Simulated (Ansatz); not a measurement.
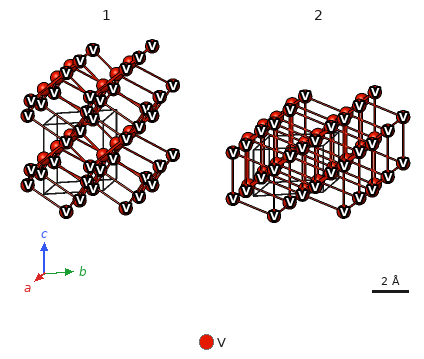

Two geometries of crystalline V (built on the trigonal selenium_152 type) (coarse preliminary run), drawn at one scale. One is the start of a relaxation, the other its converged end. A ball-and-stick model of the cell of the calculation, repeated 3 × 2 × 2 with one cell outlined, seen slightly off an axis.

Method: DFT PBEsol, scalar-relativistic, plane waves, PAW (Ansatz 0.2.0). Set-up: plane-wave cutoff 420 eV; k-point mesh 6 × 6 × 4; occupations gaussian; smearing width 0.1 eV; no spin polarisation; cell and atoms relaxed; force threshold 0.04 eV/Å; at most 70 steps.

Which of the two is the end point?

Answer. Structure 2 is the relaxed one. Case: trigonal selenium type (P3_121, No. 152). Over 11 accepted moves (13 points after the start) the energy falls by 1567 meV per atom. The largest force component goes from 3.7 to 0.00019 eV/Å. The pressure goes from 12.71 to −0.07 GPa. The SCF was repeated twice at an unchanged geometry on a basis and grid sized afresh for the cell, which shifted the energy by 24.9 meV per atom at most. The largest moves relative to the cell, 0.44 Å, are those of V atoms. Cell: a = b 3.509 → 4.115 Å (+17.3 %), c 3.981 → 2.648 Å (−33.5 %). Volume −8.5 %. Near-neighbour distances that change, for instance: V–V 3.981 → 2.648 Å, V–V 3.593 → 2.960 Å, V–V 1.907 → 2.534 Å, V–V 2.761 → 2.535 Å. Among the angles between lasting bonds that change: V–V–V 103.1° → 71.5°, V–V–V 78.9° → 108.5°, V–V–V 99.0° → 71.5°. The space group (tolerance 0.01 Å) goes from P3_121 (No. 152) to R-3m (No. 166). The run took about 19 core-seconds on a shared host.

Limits of the set-up: the k-point mesh is coarse for a cell with partly filled bands.
